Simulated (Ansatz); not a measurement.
**Single-point calculation, with input and output: MnS (part 2 of 2)**

Continued. System: MnS (8 atoms in the cell). Method: DFT PBE, scalar-relativistic, plane waves, PAW, spin-polarised (Ansatz 0.2.0); cutoff 420 eV, 13×13×4 k-mesh, Gaussian smearing of 0.15 eV, collinear spins. The structure derives from an entry of the Crystallography Open Database. It belongs to a series of runs on one base structure; here: the crystal opened by +0.50 A across the cut.

### Output, continued
```
  k-point 0 ↑: bands = ["-75.5574", "-75.2911", "-75.1997", "-74.9437", "-44.3640", "-44.2761", "-44.2761", "-44.0480", "-44.0361", "-44.0361", "-43.9476", "-43.9463", "-43.9463", "-43.6961", "-43.6851", "-43.6851", "-7.0817", "-6.7918", "-6.5396", "-6.0615", "1.1302", "1.4984", "1.7723", "1.7723", "1.7920", "1.9795", "1.9795", "2.1124", "2.1124", "2.3896", "2.4666", "2.4666", "3.3030", "3.3030", "3.5197", "3.5197", "3.6535", "3.6535", "3.8107", "3.9078", "3.9078", "4.7801", "5.1589", "5.9622", "5.9622", "6.3232", "6.3232", "6.5949", "6.5949", "6.6943", "7.0047", "7.0047", "7.5174", "9.0518", "9.2878", "9.5275", "11.2621", "12.3691", "12.3691", "12.3870", "12.6795", "12.6795"]
  k-point 1 ↑: bands = ["-75.5574", "-75.2911", "-75.1997", "-74.9437", "-44.3640", "-44.2761", "-44.2761", "-44.0480", "-44.0361", "-44.0361", "-43.9476", "-43.9463", "-43.9463", "-43.6961", "-43.6851", "-43.6851", "-7.0784", "-6.8035", "-6.5283", "-6.0645", "1.1373", "1.4655", "1.7723", "1.7723", "1.8299", "1.9796", "1.9796", "2.1125", "2.1125", "2.3763", "2.4665", "2.4665", "3.3037", "3.3037", "3.5180", "3.5180", "3.6544", "3.6544", "3.8723", "3.9080", "3.9080", "4.5377", "5.4492", "5.9718", "5.9718", "6.2876", "6.2876", "6.4334", "6.6335", "6.6335", "6.9920", "6.9920", "7.8088", "8.8561", "9.2830", "9.5462", "11.3106", "12.3677", "12.3677", "12.4410", "12.6386", "12.6386"]
  k-point 2 ↑: bands = ["-75.5574", "-75.2911", "-75.1997", "-74.9437", "-44.3640", "-44.2761", "-44.2761", "-44.0480", "-44.0361", "-44.0361", "-43.9476", "-43.9463", "-43.9463", "-43.6961", "-43.6851", "-43.6851", "-7.0748", "-6.8146", "-6.5176", "-6.0676", "1.1451", "1.4364", "1.7723", "1.7723", "1.8642", "1.9796", "1.9796", "2.1126", "2.1126", "2.3620", "2.4663", "2.4663", "3.3045", "3.3045", "3.5164", "3.5164", "3.6553", "3.6553", "3.9081", "3.9081", "3.9658", "4.3446", "5.7601", "5.9828", "5.9828", "6.1211", "6.2557", "6.2557", "6.6688", "6.6688", "6.9775", "6.9775", "8.1790", "8.5386", "9.2818", "9.5557", "11.3650", "12.3665", "12.3665", "12.4242", "12.6090", "12.6090"]
  k-point 76 ↓: bands = ["-70.7870", "-70.5685", "-70.4671", "-70.2406", "-39.6495", "-39.6123", "-39.6115", "-39.4152", "-39.4050", "-39.4042", "-39.3074", "-39.3066", "-39.3010", "-39.0789", "-39.0781", "-39.0715", "-6.2509", "-6.0349", "-5.8933", "-5.4336", "2.0699", "2.1705", "2.3532", "2.4797", "2.6282", "2.6913", "2.9006", "3.2357", "3.3447", "3.4646", "3.7124", "4.1690", "6.8717", "7.0839", "7.2229", "7.2513", "7.3167", "7.4628", "7.5122", "7.5665", "7.7443", "7.9065", "8.0492", "8.1423", "8.1850", "8.2932", "8.3241", "8.3500", "8.5371", "8.6411", "8.7427", "8.7886", "11.6072", "12.1292", "12.2554", "12.3943", "12.7683", "12.8625", "13.5833", "13.7569", "13.8492", "14.0070"]
--- Löwdin populations: 8 sites ---
  site symbol       q [e]    m [muB]
     0     Mn     13.9276     4.6593
     1     Mn     13.9340     4.5911
     2     Mn     13.9405     4.5583
     3     Mn     13.9453     4.5862
     4      S      6.9179     0.2424
     5      S      6.9101     0.2877
     6      S      6.9022     0.2792
     7      S      6.9110     0.2710
  spilling = 0.007277 (of n_electrons = 84.000000)
```

### File populations.tsv
```
# site	symbol	l	j	q_up	q_dn
# orbitals = lowdin
# n_electrons = 84.000000
# spilling = 0.007277
0	Mn	0_3S	-	0.999826	0.999865
0	Mn	0_4S	-	0.329940	0.236441
0	Mn	1_3P	-	2.999562	2.998579
0	Mn	2_3D	-	4.964141	0.399296
1	Mn	0_3S	-	0.999777	0.999828
1	Mn	0_4S	-	0.314949	0.243079
1	Mn	1_3P	-	2.999533	2.998423
1	Mn	2_3D	-	4.948324	0.430123
2	Mn	0_3S	-	0.999783	0.999835
2	Mn	0_4S	-	0.315353	0.246110
2	Mn	1_3P	-	2.999515	2.998460
2	Mn	2_3D	-	4.934749	0.446699
3	Mn	0_3S	-	0.999778	0.999828
3	Mn	0_4S	-	0.314522	0.242976
3	Mn	1_3P	-	2.999530	2.998427
3	Mn	2_3D	-	4.951939	0.438307
4	S	0_3S	-	0.932044	0.902705
4	S	1_3P	-	2.648094	2.435081
5	S	0_3S	-	0.922117	0.888698
5	S	1_3P	-	2.676757	2.422523
6	S	0_3S	-	0.922412	0.888995
6	S	1_3P	-	2.668299	2.422469
7	S	0_3S	-	0.923379	0.889781
7	S	1_3P	-	2.667604	2.430236
```

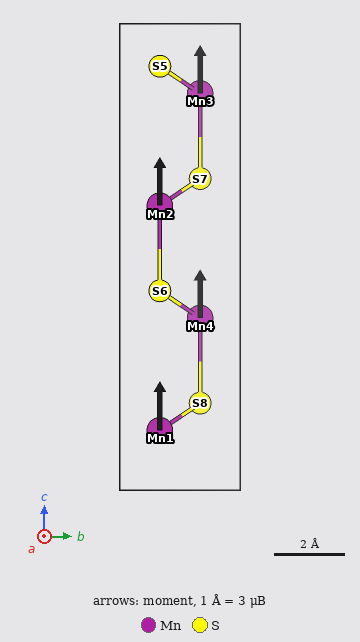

Fig. 1: Magnetic moments of the sites as black arrows (ball-and-stick view of the cell of the calculation, set on other vectors, along the a axis; atoms are numbered from 1 in the order of the input); small moments hardly show. The run is collinear, so the axis drawn is arbitrary. Site moments: Mn1 (4.25 μB); Mn2 (4.21 μB); Mn4 (4.20 μB); Mn3 (4.18 μB); S6, S7 (0.13 μB); S8 (0.12 μB); S5 (0.11 μB). They are counted near the atoms and needn't add up to the moment of the cell.

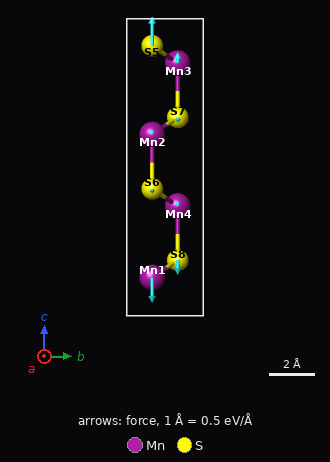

Fig. 2: Forces on the atoms as teal arrows (ball-and-stick view of the cell of the calculation, set on other vectors, along the a axis; atoms are numbered from 1 in the order of the input). The largest act on S5 (0.66 eV/Å); Mn1 (0.58 eV/Å); S8 (0.34 eV/Å); Mn3 (0.25 eV/Å). The geometry is not a stationary point of this energy.

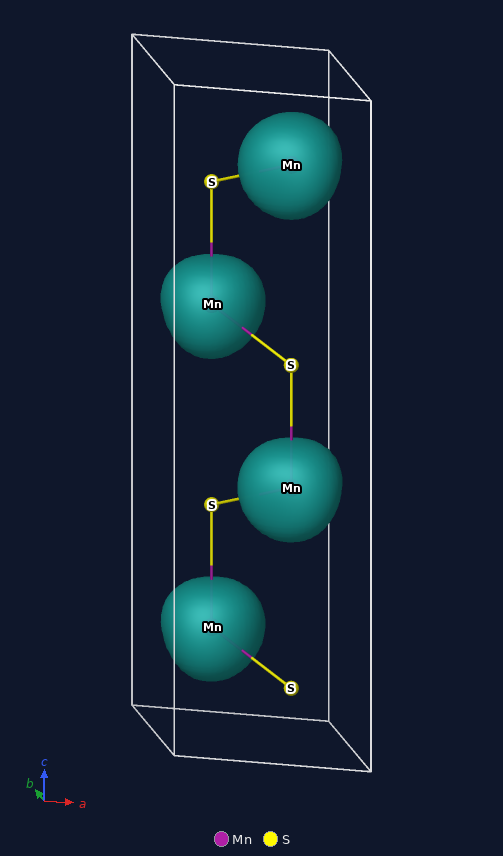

Fig. 3: Isosurface of the spin density at +0.15 e/Å³ (teal), seen slightly off an axis. Sticks mark near contacts. The outline is the cell set on symmetry axes. The cell of the calculation (8 atoms) carries 19.8 μB net. In a PAW calculation such maps are meaningful between the atoms, not at the nuclei.

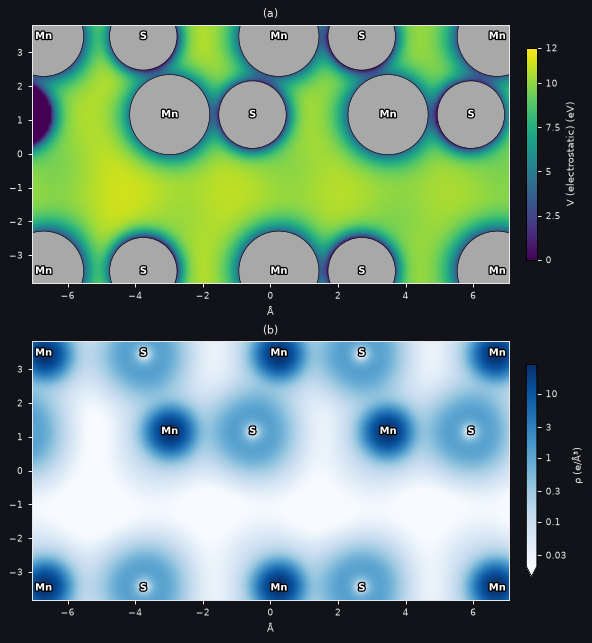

Fig. 4: (a) electrostatic potential energy of an electron; (b) valence charge density (pseudo) on the (110) plane of the conventional cell. Grey discs, where drawn, cover atomic cores. Atoms in the plane: Mn and S. Mn–S (2.44 Å): ρ is about 0.44 e/Å³ halfway. Away from the nuclei the density in this plane falls to 0.008 e/Å³ at its lowest. Outside the cores the potential energy rises away from the atoms and is highest about 2.4 Å from the nearest atoms; outside the discs it spans about 10 eV, and its zero is arbitrary.

This output came from the following input.

### The input
```yaml
crystal:
  lattice:
    - [-4.0117255686, 0.0, 0.0]
    - [-2.0058627843, -3.4742562554, 0.0]
    - [0.0, 0.0, 13.4250310238]
  atoms:
    - { symbol: Mn, position: [0.3333333333, 0.3333333333, 0.8714821384], spin: 4.64 }
    - { symbol: Mn, position: [0.3333333333, 0.3333333333, 0.3901040693], spin: 4.64 }
    - { symbol: Mn, position: [0.6666666667, 0.6666666667, 0.1494150348], spin: 4.64 }
    - { symbol: Mn, position: [0.6666666667, 0.6666666667, 0.6307931039], spin: 4.64 }
    - { symbol: S, position: [0.3333333333, 0.3333333333, 0.0912739998], spin: 0.15 }
    - { symbol: S, position: [0.3333333333, 0.3333333333, 0.5726520689], spin: 0.15 }
    - { symbol: S, position: [0.6666666667, 0.6666666667, 0.3319630343], spin: 0.15 }
    - { symbol: S, position: [0.6666666667, 0.6666666667, 0.8133411034], spin: 0.15 }
basis:
  ecutwfc: 420
kpoints:
  mp_grid: { grid: [13, 13, 4] }
hamiltonian:
  xc: pbe
scf:
  occupations: { method: gaussian, width: 0.15 }
output:
  forces: true
  stress: true
  eigenvalues: true
  populations: true
  write_density: true
  write_potential: true
  elf: true
  volumetric_format: npy
magnetization:
  spin_polarized: true
```

Launched with:
```bash
ansatz run input.yaml --threads 2 --pin off --max-ram 5120MiB --backend cpu --events-out ev --progress --plain --runs-dir out
```

### Key numbers

| quantity | value |
| --- | --- |
| outcome | converged |
| space group (tolerance 0.01 Å) | P3m1 (156) |
| electrons treated | 84 |
| free energy | −19207.1336 eV |
| Fermi energy | 6.799 eV |
| gap on the k-point mesh | none (metallic) |
| net moment of the cell | 19.82 μB |
| integrated absolute moment | 19.82 μB |
| pressure | −1.43 GPa |
| largest force (length of the vector) | 0.663 eV/Å |
| hardware | 2 threads of AMD EPYC (Zen 3), 24 GiB of memory available, shared host |
| wall time | 2.1 min (CPU time 4.2 min) |
| peak memory | 1.4 GiB |

### Remarks

The electronic state found may not be the lowest one. Warnings of the run: another magnetic order may lie lower.
